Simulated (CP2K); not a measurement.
**A series of single points on AlN**

System: AlN (2 atoms in the cell).
Method: Kohn-Sham DFT of a periodic cell, PBE, GTH-PBE with UZH-TZVP basis, no spin polarisation (CP2K 2026.2).

The 6 runs differ only in the geometry, by an even scaling of the cell at fixed fractional positions. The structure derives from a Materials Project entry.

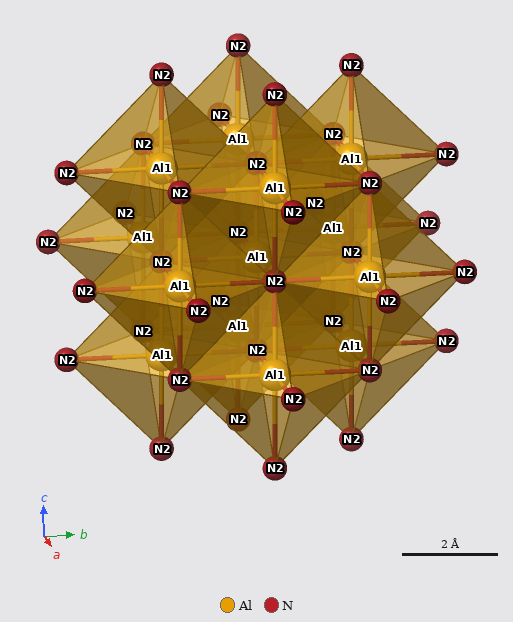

Figure 1. The structure of run 4 (polyhedral view of the cell 4 times as large as that of the calculation, set on its symmetry axes, seen slightly off an axis; polyhedra are completed across the faces of the cell; atoms are numbered from 1 in the order of the input).

**Input of run 4**
```
&GLOBAL
  PROJECT aln_eos
  RUN_TYPE ENERGY_FORCE
  PRINT_LEVEL LOW
&END GLOBAL
&FORCE_EVAL
  METHOD QS
  STRESS_TENSOR ANALYTICAL
  &DFT
    BASIS_SET_FILE_NAME BASIS_MOLOPT_UZH
    POTENTIAL_FILE_NAME POTENTIAL_UZH
    WFN_RESTART_FILE_NAME previous-RESTART.kp
    &MGRID
      CUTOFF 450
      REL_CUTOFF 60
      NGRIDS 5
    &END MGRID
    &QS
      METHOD GPW
      EPS_DEFAULT 1.0E-10
    &END QS
    &KPOINTS
      SCHEME MONKHORST-PACK 11 11 11
      GAMMA_CENTERED T
      SYMMETRY T
      SYMMETRY_BACKEND SPGLIB
    &END KPOINTS
    &SCF
      SCF_GUESS RESTART
      EPS_SCF 1.0E-6
      MAX_SCF 100
      ADDED_MOS 10
      CHOLESKY OFF
      EPS_EIGVAL 1.0E-7
      &DIAGONALIZATION ON
        ALGORITHM STANDARD
      &END DIAGONALIZATION
      &MIXING ON
        METHOD BROYDEN_MIXING
        ALPHA 0.4
        BETA 1.5
        NBUFFER 8
      &END MIXING
      &SMEAR ON
        METHOD FERMI_DIRAC
        ELECTRONIC_TEMPERATURE [K] 580.226
      &END SMEAR
    &END SCF
    &XC
      &XC_FUNCTIONAL PBE
      &END XC_FUNCTIONAL
    &END XC
    &PRINT
      &KPOINTS ON
      &END KPOINTS
      &MULLIKEN ON
      &END MULLIKEN
      &MO ON
        ENERGIES T
        OCCUPATION_NUMBERS T
        &EACH
          QS_SCF 0
        &END EACH
        ADD_LAST NUMERIC
      &END MO
    &END PRINT
  &END DFT
  &SUBSYS
    &CELL
      ABC 2.8962980929 2.8962980929 2.8962980928
      ALPHA_BETA_GAMMA 59.9999999996 59.9999999999 60.0000000010
      PERIODIC XYZ
    &END CELL
    &COORD
      SCALED
      Al  0.5000000000 0.5000000000 0.5000000000
      N   0.0000000000 0.0000000000 0.0000000000
    &END COORD
    &KIND Al
      BASIS_SET TZVP-MOLOPT-PBE-GTH-q3
      POTENTIAL GTH-PBE-q3
    &END KIND
    &KIND N
      BASIS_SET TZVP-MOLOPT-PBE-GTH-q5
      POTENTIAL GTH-PBE-q5
    &END KIND
    &PRINT
      &ATOMIC_COORDINATES ON
      &END ATOMIC_COORDINATES
      &CELL ON
      &END CELL
    &END PRINT
  &END SUBSYS
  &PRINT
    &FORCES ON
    &END FORCES
    &STRESS_TENSOR ON
    &END STRESS_TENSOR
  &END PRINT
&END FORCE_EVAL
```

Command:
```bash
OMP_NUM_THREADS=1 cp2k.psmp -i aln_eos.inp -o aln_eos.out
```

Run 2 has the same physical settings and fractional positions; its lattice vectors (Å) are:
```
   2.838357    0.000000    0.000000
   1.419178    2.458089    0.000000
   1.419178    0.819363    2.317508
```

**Results, with one run withheld**

| run | volume per atom (Å³) | free energy per atom, from the lowest run given (meV) | pressure (GPa) | gap on the mesh (eV) |
| --- | --- | --- | --- | --- |
| 1 | 7.916 | 22.65 | 17.00 | 5.13 |
| 2 | 8.085 | ? | ? | ? |
| 3 | 8.253 | 0.00 | 5.00 | 4.74 |
| 4 | 8.590 | 0.15 | −4.83 | 4.37 |
| 5 | 8.758 | 7.47 | −9.07 | 4.20 |
| 6 | 8.927 | 19.05 | −12.90 | 4.03 |

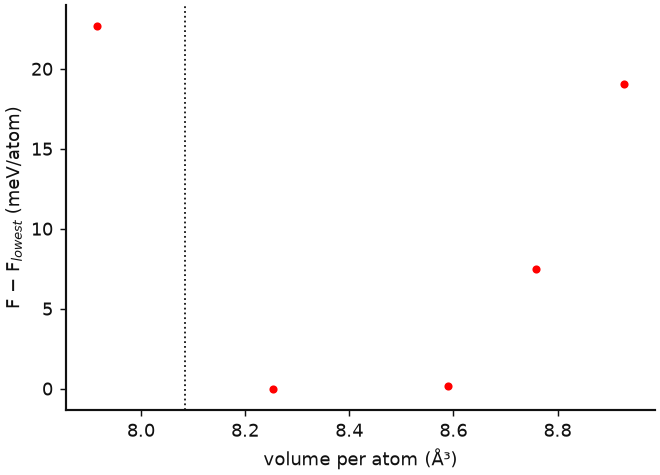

Figure 2. Free energy per atom of the runs given; the dotted line marks run 2.

Fit the runs given and predict run 2.

A cubic polynomial in V^(−2/3) (the Birch–Murnaghan form), fitted to the 5 runs given, misses them by at most 0.01 meV per atom. With x = V^(−2/3) − 0.24056 Å⁻², it reads F = −2.1843 − 561.32 x + 2.4834e+05 x² − 41236 x³ (meV per atom). At run 2 it gives 8.15 meV per atom, and the run itself gives 8.21. The slope of the fit gives a pressure −dF/dV of 10.65 GPa there, and the run prints 10.70 GPa. The fit has its minimum at 8.416 Å³ per atom, where V d²F/dV² gives 245 GPa: the bulk modulus at this level, since symmetry fixes the shape and the positions. The gap on the mesh goes, without turning, from 5.13 eV in run 1 to 4.03 eV in run 6; run 2 has 4.93 eV. These are gaps of this functional on this mesh, which can miss the band edges; they aren't the measured gap.

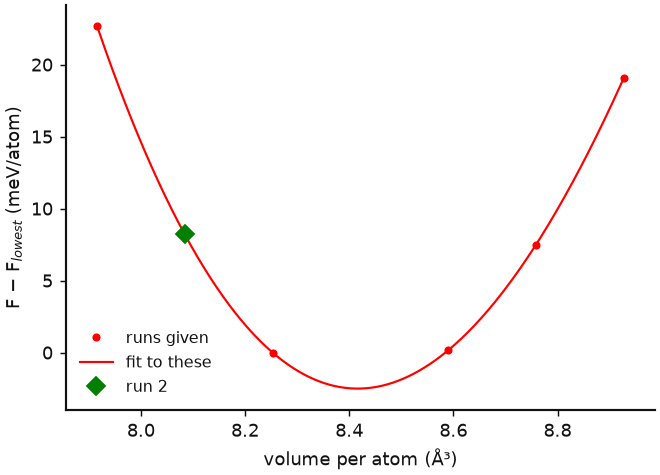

Figure 3. The fit and the withheld run.

**Some lines of the output (run 2)**
```
[...]
 MO| Band gap:            0.274260 a.u.          7.463006 eV
 MO| Band gap:            0.305368 a.u.          8.309499 eV
 MO| Band gap:            0.337456 a.u.          9.182657 eV
 MO| Band gap:            0.321626 a.u.          8.751899 eV
 MO| Band gap:            0.301899 a.u.          8.215099 eV
 MO| Band gap:            0.284964 a.u.          7.754256 eV
 MO| Band gap:            0.290099 a.u.          7.893984 eV
 MO| Band gap:            0.301921 a.u.          8.215696 eV
 MO| Band gap:            0.320994 a.u.          8.734701 eV
 MO| Band gap:            0.337487 a.u.          9.183478 eV
 MO| Band gap:            0.300689 a.u.          8.182164 eV
 MO| Band gap:            0.299443 a.u.          8.148264 eV
 MO| Band gap:            0.343903 a.u.          9.358074 eV
 MO| Band gap:            0.360177 a.u.          9.800901 eV
```
